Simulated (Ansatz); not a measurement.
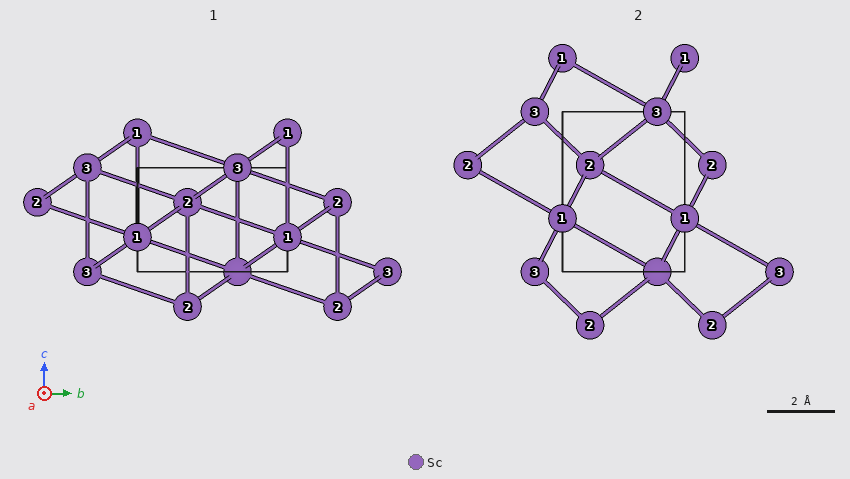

Two geometries of solid Sc (built on the trigonal selenium_152 type) (coarse preliminary run), drawn at one scale. One is the start of a relaxation, the other its converged end. The picture is a ball-and-stick view of the cell of the calculation, seen along the a axis.

All numbers below come from Ansatz, DFT r2SCAN, scalar-relativistic, plane waves, PAW. (plane-wave cutoff 500 eV; k-point mesh 6 × 6 × 4; occupations gaussian; smearing width 0.1 eV; no spin polarisation; cell and atoms relaxed; force threshold 0.04 eV/Å; at most 70 steps)

> Which one is relaxed?

Structure 1 is the relaxed one. Case: trigonal selenium type (P3_121, No. 152). The largest moves relative to the cell, 0.57 Å, are those of Sc1, Sc2 and Sc3. Sc1 goes along +a. The drawn cell changes as follows: a = b 4.271 → 5.239 Å (+22.7 %), c 4.845 → 3.153 Å (−34.9 %); the volume changes by −2.1 %. Some distances before and after: Sc1–Sc1 4.845 → 3.153 Å, Sc1–Sc2 2.321 → 3.203 Å, Sc1–Sc2 (another image) 3.361 → 3.202 Å. Among the angles between lasting bonds that change: Sc2–Sc1–Sc3 103.1° → 70.2°, Sc2–Sc1–Sc2 78.9° → 109.8°, Sc2–Sc1–Sc3 99.0° → 70.2°. The space group (tolerance 0.01 Å) goes from P3_121 (No. 152) to R-3m (No. 166). After 12 accepted moves (13 points after the start) the energy has fallen by 1443 meV per atom. The largest force component goes from 2.4 to 0.0019 eV/Å. Pressure: −1.37 GPa at the start and 0.02 GPa at the end. At 1 point the geometry stayed and the basis and grid were re-selected for the new cell (energy shift of 4.3 meV per atom at most each time). The run took roughly 70 core-seconds on a shared host.
